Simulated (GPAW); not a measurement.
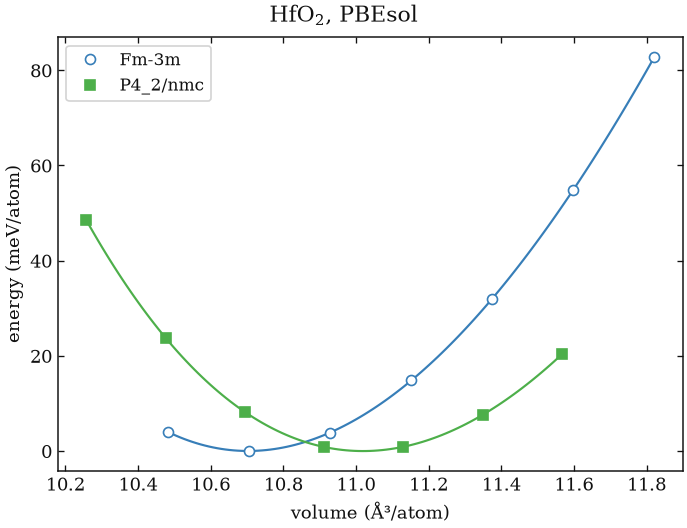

Plotted: energy against volume, with one curve for each structure, for HfO₂. Each energy curve has its own zero, so the curves don't rank the structures.

Method: PAW DFT in plane waves, on a grid or in atomic orbitals, no spin polarisation; energies at scaled volumes of the given cell, shape and fractions fixed, counted from the fit's minimum, third-order Birch-Murnaghan fit (GPAW 26.7.0). Level: PBEsol.

- occupations: Fermi–Dirac
- smearing width: 0.05 eV
- potentials: PAW data sets made by gpaw setup for the functional
- wave cutoff: 800 eV

Settings that differ: Fm-3m: k mesh 9×9×9; P4_2/nmc: k mesh 8×8×5.

Q: Order the curves by fitted equilibrium volume, smallest first.

A: Fm-3m 10.703, P4_2/nmc 11.019 Å³/atom.

Q: Order the curves by fitted bulk modulus, smallest first.

A: P4_2/nmc 260.5, Fm-3m 270.9 GPa.
